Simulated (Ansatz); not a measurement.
System: zincblende CdTe, space group F-43m (No. 216), 2 atoms in the primitive cell, in a cell relaxed beforehand; cubic a = 6.489 Å. Here the cell is stretched along z by ±0.5 %, with x and y held, and the atoms are carried along without relaxing. Level of theory: PBEsol, all-electron LAPW, spin-orbit coupling, no magnetisation, 8×8×8 k mesh, fixed occupations; code Ansatz 0.2.0.

Unstrained, the conduction levels that are followed lie 0.38 eV (Γ) and 1.46 eV (L) above the valence top at Γ.

Q: How will the band edges respond?

A: For each 1 % of strain: −29 meV at Γ and −9 meV at L. The fourfold valence top splits at 22 meV for each 1 % of strain, into two pairs, which gives |b| = 1.11 eV from a splitting of 2|b| (εzz − εxx).

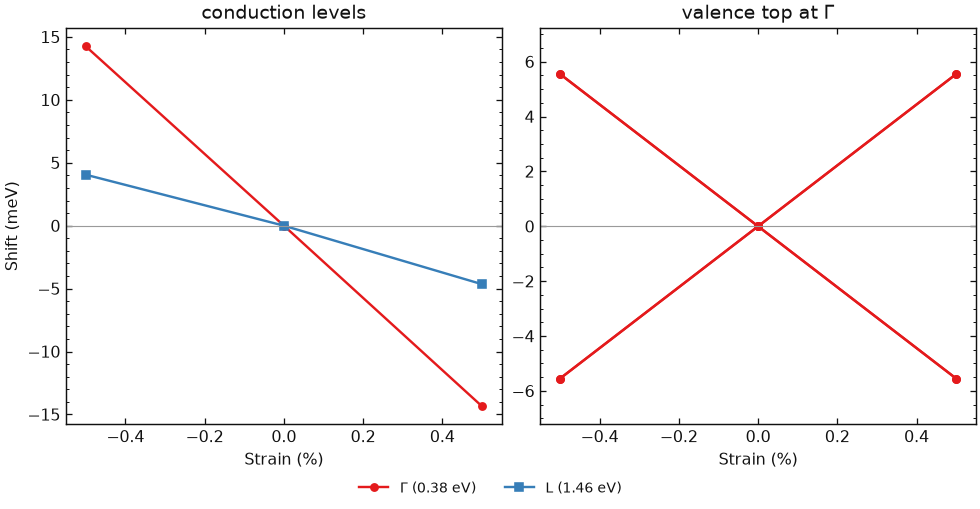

Shifts of the lowest conduction level at the points named, against the centre of the valence top at Γ (unstrained energies in the legend), and the splitting of that top about its centre.

LDA, GGA and most meta-GGA functionals understate gaps.
